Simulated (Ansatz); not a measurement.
**What a change does: single-point calculation on Sc**

System: Sc (1 atom in the cell).
Method of the first run: DFT, r2SCAN, plane waves (500 eV) with PAW, scalar-relativistic, spin-polarised (Ansatz 0.2.0).

Text and figures count atoms from 1; the logs count them from 0 in places.

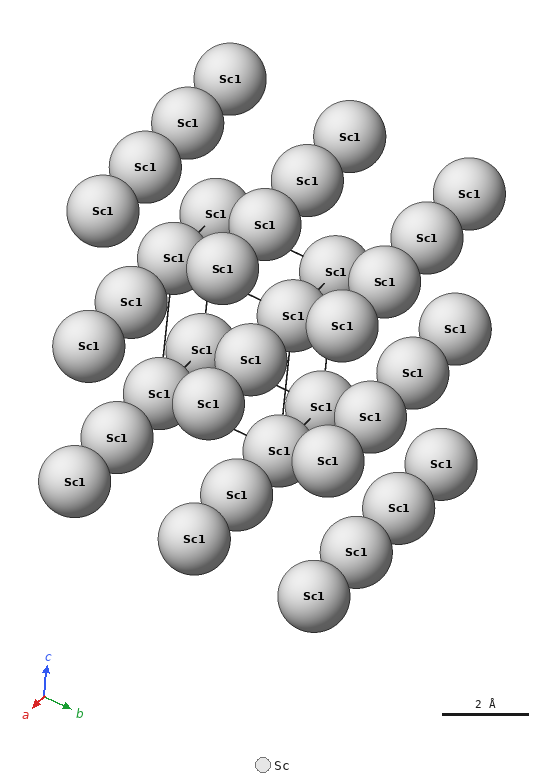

Figure 1. The structure as given in the input (spheres-only view of the cell of the calculation, repeated 3 × 2 × 2, seen slightly off an axis; atoms are numbered from 1 in the order of the input).

**Input, the first run**
```yaml
crystal:
  lattice:
    - [-1.8460918887, 1.8460918887, 1.8460918887]
    - [1.8460918887, -1.8460918887, 1.8460918887]
    - [1.8460918887, 1.8460918887, -1.8460918887]
  atoms:
    - { symbol: Sc, position: [0.0, 0.0, 0.0], spin: 0.299 }
hamiltonian:
  xc: r2scan
  pseudopotentials:
    kind: paw
    azcp:
      Sc: "pseudopotentials/Sc.paw.azcp"
basis:
  ecutwfc: 500
  fft_grid_basis: typed
kpoints:
  mp_grid: { grid: [20, 20, 20], shift: [0, 0, 0] }
magnetization:
  spin_polarized: true
scf:
  occupations: { method: fermi_dirac, width: 0.05 }
output:
  stress: true
  write_density: true
  write_potential: true
  elf: true
  volumetric_format: npy
```

Hardware: 2 threads of an Arm (aarch64) CPU, shared host.

**Output, shortened to warnings, some set-up lines, iterations and results (the first run)**
```
Basis set: ecut = 500 eV, 627 PW (Γ), exchange–correlation on 96×96×96 points (64 copies of the dense FFT grid, shifted against one another)
Symmetry: 48 space group operations
k-points: 256 of 8000
Initial density: superposition of atomic densities (chi_scale 0.1, normalization cell)
[...]
SCF iter   1: F=—  HF=-2140.569425 eV  |F-HF|=—  |Δ(HF+E_count)|=         —  Δρ=2.23e-2 (↑2.23e-2 ↓1.16e-2)  dr2=3.74e-1  dr2_τ=1.23e-3  dr2_m=8.37e-3  M=0.261 μB ∫|m|=0.261 …
SCF iter   2: F=—  HF=-2140.519035 eV  |F-HF|=—  |Δ(HF+E_count)|=   5.04e-2  Δρ=8.63e-3 (↑8.63e-3 ↓8.25e-3)  dr2=8.91e-2  dr2_τ=4.76e-4  dr2_m=4.10e-4  M=0.320 μB ∫|m|=0.320 …
SCF iter   3: F=—  HF=-2140.491472 eV  |F-HF|=—  |Δ(HF+E_count)|=         —  Δρ=4.43e-3 (↑4.43e-3 ↓3.44e-3)  dr2=7.00e-3  dr2_τ=2.05e-4  dr2_m=8.11e-4  M=0.337 μB ∫|m|=0.337 …
SCF iter   4: F=—  HF=-2140.498538 eV  |F-HF|=—  |Δ(HF+E_count)|=   7.07e-3  Δρ=2.56e-3 (↑2.56e-3 ↓2.40e-3)  dr2=3.29e-3  dr2_τ=8.43e-5  dr2_m=7.59e-5  M=0.357 μB ∫|m|=0.357 …
SCF iter   5: F=—  HF=-2140.504804 eV  |F-HF|=—  |Δ(HF+E_count)|=   6.27e-3  Δρ=8.17e-4 (↑8.17e-4 ↓7.40e-4)  dr2=2.21e-4  dr2_τ=7.38e-6  dr2_m=3.88e-5  M=0.405 μB ∫|m|=0.405 …
[... 5 lines ...]
SCF iter  11: F=—  HF=-2140.506258 eV  |F-HF|=—  |Δ(HF+E_count)|=   1.98e-7  Δρ=1.37e-5 (↑1.26e-5 ↓1.37e-5)  dr2=1.59e-8  dr2_τ=2.25e-9  dr2_m=2.75e-8  M=0.521 μB ∫|m|=0.521 …
SCF iter  12: F=—  HF=-2140.506259 eV  |F-HF|=—  |Δ(HF+E_count)|=   5.75e-7  Δρ=5.46e-6 (↑4.99e-6 ↓5.46e-6)  dr2=5.87e-10  dr2_τ=2.93e-10  dr2_m=6.14e-9  M=0.519 μB …
SCF iter  13: F=—  HF=-2140.506259 eV  |F-HF|=—  |Δ(HF+E_count)|=   4.14e-8  Δρ=6.97e-7 (↑6.32e-7 ↓6.97e-7)  dr2=2.58e-11  dr2_τ=6.16e-12  dr2_m=7.59e-11  M=0.519 μB …
SCF iter  14: F=-2140.506259 eV  HF=-2140.506259 eV  |F-HF|=1.09e-9  |Δ(HF+E_count)|=  8.80e-10  Δρ=4.12e-7 (↑3.26e-7 ↓4.12e-7)  dr2=1.68e-11  dr2_τ=1.94e-12  dr2_m=2.10e-11  …
SCF 1 converged in 14 iterations: F = -2140.506259 eV  dr2 = 1.68e-11
this state was not tested for a lower state beside it, because the mixer in use, unlike msr1, does not test its closes by its own steps (another_mixer; see scf.mixing.algorithm and scf.lower_state_search)
SCF converged after 14 iterations
Magnetization: 0.5184 μB (5.7592 up, 5.2408 down)
Absolute magnetization: 0.5184 μB (∫|ρ↑−ρ↓|, with the PAW one-centre terms)
Spin contamination: 0.0006 ħ² per cell (⟨S²⟩ above its minimum at these occupations)
Per-site moments (μB) at R_I (Å): [(0.2993688327644185, 1.3189790405010404)]
Free energy (F): -2140.506259 eV
Harris-Foulkes:  -2140.506259 eV  (|F-HF|=1.09e-9)
Internal energy: -2140.491105 eV  (E = F + TS)
E sigma→0 (E₀):  -2140.498682 eV
Entropy (-TS):   -0.015154 eV (-15.154 meV/atom)
Fermi energy:    9.159458 eV
--- Per-component energies (eV) ---
  E_band       = -183.583221
  E_kinetic    = 259.606666
  E_local      = -846.356690  (includes V_loc(G=0)·N_el)
  E_nonlocal   = 81.585188
  E_hartree    = 287.222607
  E_xc         = -99.816258
  E_vxc        = -141.018172  (∫ρ·V_xc dr)
  E_paw        = -963.809321  (= ΣΔE_a)
  E_vpaw       = -121.123208  (= ΣTr[D̂ρ^β])
  E_aug_tail   = 0.000005  (compensation charges beyond the density's cutoff)
  E_vtau       = 9.277867  (kinetic-family band-sum trace: ∫τ·v_τ [+ j·A + Jᵃ·Aᵃ] dr)
  E_ewald      = -858.684810
  E_core_change = -0.238492  (= ΣΔE_core)
  E_smearing   = -0.015154  (= −TS)
  E_closure    = 0.000000  (closes the sum)
  Σ components = -2140.506259   (vs F -2140.506259, Δ=0.00e0)
--- Stress (GPa, compression-positive) ---
       -0.008347      -0.000000       0.000000
        0.000000      -0.008347      -0.000000
       -0.000000       0.000000      -0.008347
  P = ⅓ Tr σ = -0.0083 GPa (-0.083 kbar)
```

For the second run the input was changed thus:
```diff
-    - [-1.8460918887, 1.8460918887, 1.8460918887]
-    - [1.8460918887, -1.8460918887, 1.8460918887]
-    - [1.8460918887, 1.8460918887, -1.8460918887]
+    - [-1.7954883431, 1.7954883431, 1.7954883431]
+    - [1.7954883431, -1.7954883431, 1.7954883431]
+    - [1.7954883431, 1.7954883431, -1.7954883431]
```

Predict how the results change.

With the same functional and potentials, the second run lies 30.8 meV per atom higher. The net moment of the cell goes from 0.52 to 0.37 μB. The pressure goes from −0.01 to 5.12 GPa. The volume per atom goes from 25.17 to 23.15 Å³. The cell is scaled evenly with the atoms at fixed fractional positions, so −ΔP/Δ ln V estimates the bulk modulus midway between the two volumes: about 61 GPa. The SCF takes 15 iterations against 14. The plane waves at Γ go from 627 to 603.

**Output, shortened to warnings, some set-up lines, iterations and results (the second run)**
```
Basis set: ecut = 500 eV, 603 PW (Γ), exchange–correlation on 96×96×96 points (64 copies of the dense FFT grid, shifted against one another)
Symmetry: 48 space group operations
k-points: 256 of 8000
Initial density: superposition of atomic densities (chi_scale 0.1, normalization cell)
[...]
SCF iter   1: F=—  HF=-2140.517005 eV  |F-HF|=—  |Δ(HF+E_count)|=         —  Δρ=2.30e-2 (↑2.30e-2 ↓1.22e-2)  dr2=3.53e-1  dr2_τ=1.32e-3  dr2_m=8.03e-3  M=0.261 μB ∫|m|=0.261 …
SCF iter   2: F=—  HF=-2140.474568 eV  |F-HF|=—  |Δ(HF+E_count)|=   4.24e-2  Δρ=8.72e-3 (↑8.72e-3 ↓8.31e-3)  dr2=7.65e-2  dr2_τ=4.91e-4  dr2_m=3.60e-4  M=0.313 μB ∫|m|=0.313 …
SCF iter   3: F=—  HF=-2140.456768 eV  |F-HF|=—  |Δ(HF+E_count)|=         —  Δρ=4.00e-3 (↑4.00e-3 ↓3.65e-3)  dr2=7.31e-3  dr2_τ=1.84e-4  dr2_m=2.35e-4  M=0.321 μB ∫|m|=0.321 …
SCF iter   4: F=—  HF=-2140.465455 eV  |F-HF|=—  |Δ(HF+E_count)|=   8.69e-3  Δρ=2.63e-3 (↑2.59e-3 ↓2.63e-3)  dr2=3.47e-3  dr2_τ=7.78e-5  dr2_m=1.00e-5  M=0.325 μB ∫|m|=0.325 …
SCF iter   5: F=—  HF=-2140.474323 eV  |F-HF|=—  |Δ(HF+E_count)|=   8.87e-3  Δρ=6.58e-4 (↑6.37e-4 ↓6.58e-4)  dr2=2.03e-4  dr2_τ=4.57e-6  dr2_m=1.19e-6  M=0.335 μB ∫|m|=0.335 …
[... 6 lines ...]
SCF iter  12: F=—  HF=-2140.475425 eV  |F-HF|=—  |Δ(HF+E_count)|=   6.08e-7  Δρ=1.31e-5 (↑1.31e-5 ↓1.30e-5)  dr2=4.72e-9  dr2_τ=1.94e-9  dr2_m=3.19e-8  M=0.362 μB ∫|m|=0.362 …
SCF iter  13: F=—  HF=-2140.475425 eV  |F-HF|=—  |Δ(HF+E_count)|=   5.77e-7  Δρ=2.37e-6 (↑2.35e-6 ↓2.37e-6)  dr2=4.54e-10  dr2_τ=7.57e-11  dr2_m=7.97e-10  M=0.369 μB …
SCF iter  14: F=—  HF=-2140.475425 eV  |F-HF|=—  |Δ(HF+E_count)|=   4.92e-9  Δρ=5.25e-7 (↑5.25e-7 ↓4.34e-7)  dr2=3.02e-11  dr2_τ=3.84e-12  dr2_m=1.22e-11  M=0.370 μB …
SCF iter  15: F=-2140.475425 eV  HF=-2140.475425 eV  |F-HF|=8.28e-11  |Δ(HF+E_count)|=  7.01e-10  Δρ=4.34e-7 (↑4.19e-7 ↓4.34e-7)  dr2=7.02e-12  dr2_τ=2.42e-12  dr2_m=2.87e-11 …
SCF 1 converged in 15 iterations: F = -2140.475425 eV  dr2 = 7.02e-12
this state was not tested for a lower state beside it, because the mixer in use, unlike msr1, does not test its closes by its own steps (another_mixer; see scf.mixing.algorithm and scf.lower_state_search)
SCF converged after 15 iterations
Magnetization: 0.3698 μB (5.6849 up, 5.3151 down)
Absolute magnetization: 0.3698 μB (∫|ρ↑−ρ↓|, with the PAW one-centre terms)
Spin contamination: 0.0004 ħ² per cell (⟨S²⟩ above its minimum at these occupations)
Per-site moments (μB) at R_I (Å): [(0.21419761239380378, 1.28282427679183)]
Free energy (F): -2140.475425 eV
Harris-Foulkes:  -2140.475425 eV  (|F-HF|=8.28e-11)
Internal energy: -2140.458720 eV  (E = F + TS)
E sigma→0 (E₀):  -2140.467073 eV
Entropy (-TS):   -0.016705 eV (-16.705 meV/atom)
Fermi energy:    10.156993 eV
--- Per-component energies (eV) ---
  E_band       = -170.969677
  E_kinetic    = 261.167814
  E_local      = -812.142526  (includes V_loc(G=0)·N_el)
  E_nonlocal   = 82.085191
  E_hartree    = 275.946676
  E_xc         = -100.323492
  E_vxc        = -141.744670  (∫ρ·V_xc dr)
  E_paw        = -964.068153  (= ΣΔE_a)
  E_vpaw       = -121.523114  (= ΣTr[D̂ρ^β])
  E_aug_tail   = 0.000005  (compensation charges beyond the density's cutoff)
  E_vtau       = 9.294291  (kinetic-family band-sum trace: ∫τ·v_τ [+ j·A + Jᵃ·Aᵃ] dr)
  E_ewald      = -882.885744
  E_core_change = -0.238492  (= ΣΔE_core)
  E_smearing   = -0.016705  (= −TS)
  E_closure    = 0.000000  (closes the sum)
  Σ components = -2140.475425   (vs F -2140.475425, Δ=0.00e0)
--- Stress (GPa, compression-positive) ---
        5.119422      -0.000000      -0.000000
        0.000000       5.119422      -0.000000
       -0.000000      -0.000000       5.119422
  P = ⅓ Tr σ = 5.1194 GPa (51.194 kbar)
```

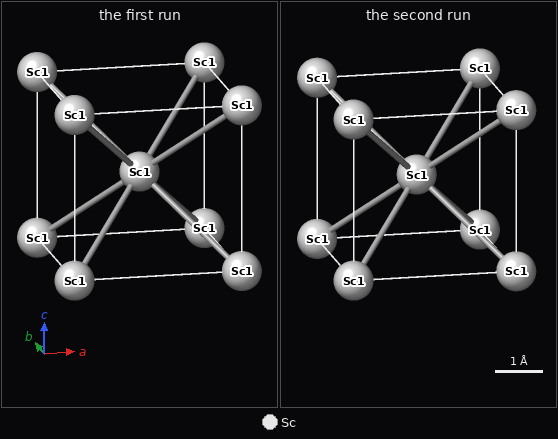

Figure 2. The two input geometries at one scale (ball-and-stick view of the cell 2 times as large as that of the calculation, set on its symmetry axes, seen slightly off an axis). The atoms keep their places relative to the cell (all moves are under 0.005 Å). The drawn cell changes as follows: a = b = c 3.692 → 3.591 Å (−2.7 %); the volume changes by −8.0 %. Among the contacts that change: Sc1–Sc1 3.198 → 3.110 Å.

**The two runs side by side**

| quantity | the first run | the second run |
| --- | --- | --- |
| outcome | converged | converged |
| free energy per atom (eV) | −2140.5063 | −2140.4754 |
| energy per atom, smearing taken to zero (eV) | −2140.4987 | −2140.4671 |
| net moment of the cell (μB) | 0.52 | 0.37 |
| absolute moment of the cell (μB) | 0.52 | 0.37 |
| pressure (GPa) | −0.01 | 5.12 |
| volume per atom (Å³) | 25.17 | 23.15 |
| SCF iterations | 14 | 15 |
| irreducible k-points | 256 | 256 |
| plane waves at Γ | 627 | 603 |
| wall time (shared host) | 11 s | 12 s |

For both runs: Warnings: the state was not tested for a lower one. For the second run: The cell is under a pressure of 5.1 GPa at this level, so it is not at its equilibrium volume.
